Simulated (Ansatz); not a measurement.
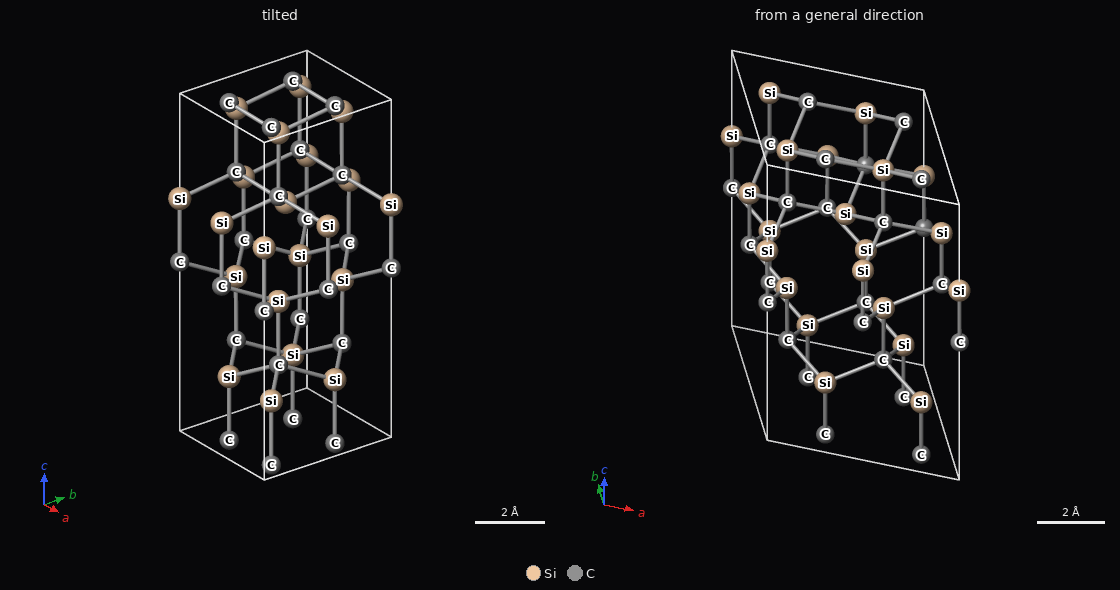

Structure drawing (ball-and-stick), viewed slightly off an axis and from a general direction. The supercell is outlined; an atom on or near a face, edge or corner is repeated at each equivalent position. The host is SiC, in a cell of 32 sites, and the cell is neutral.

### What imperfection does the supercell contain?

A carbon vacancy. Around the empty site lie four Si at about 1.9 Å.

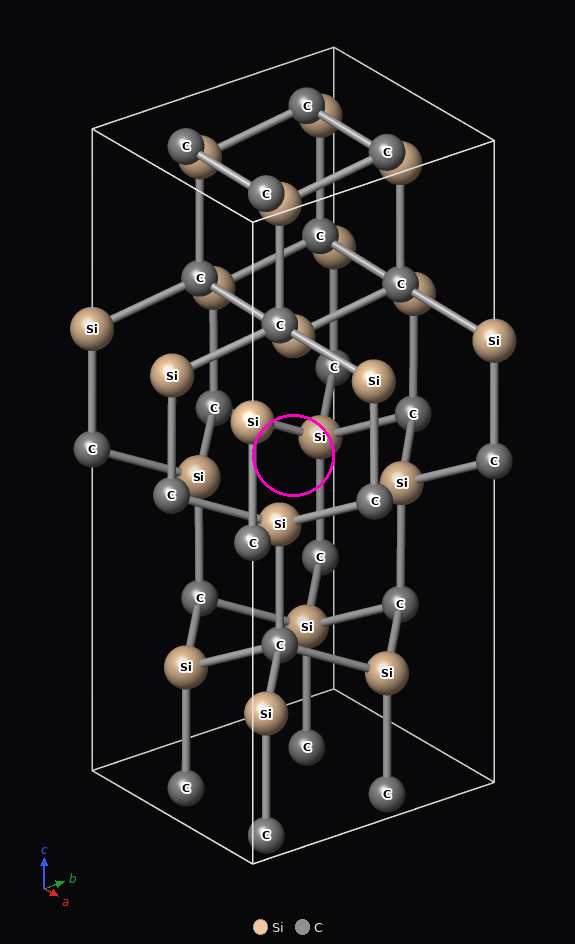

The same cell with a ring at the defect's site.

The atoms were relaxed in the host's cell with DFT PBE, scalar-relativistic, plane waves, PAW (Ansatz 0.2.0).
